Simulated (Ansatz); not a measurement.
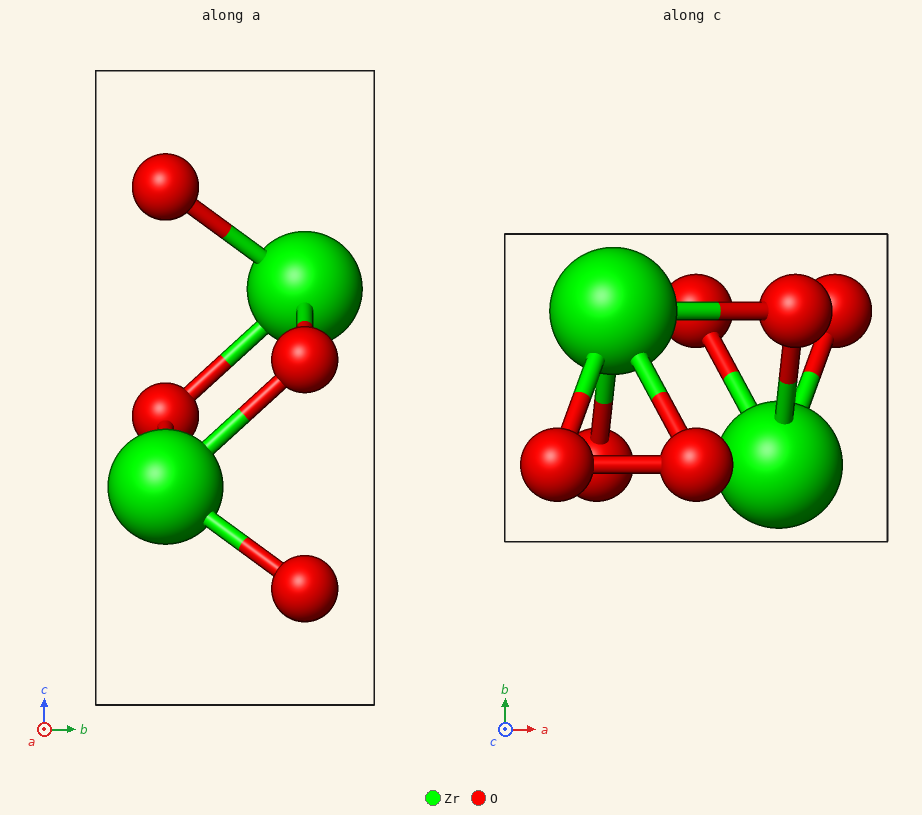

An orthographic ball-and-stick view of the structure, along the a axis and along the c axis. The edges of the conventional unit cell are marked.

ZrO3, space group P2_1/m (No. 11), a = 4.06 Å, b = 3.24 Å, c = 7.43 Å, α = 90.00°, β = 96.79°, γ = 90.00°.

Method used: DFT PBEsol, scalar-relativistic, plane waves, PAW (Ansatz 0.2.0). It ran with E_cut = 420 eV, k-points about 0.26 Å⁻¹ apart, Gaussian smearing of 0.02 eV, no spin polarisation.

Metal or not?

Answer. An insulator at this level, with a gap of 3.49 eV on the k-mesh (the true edges may lie between mesh points, so the gap can be somewhat smaller).

The model was built from a structure type filled with these elements by a generator (whether the compound takes this form wasn't checked). Atoms and cell were optimised with Ansatz 0.2.0, DFT PBEsol, scalar-relativistic, plane waves, PAW.
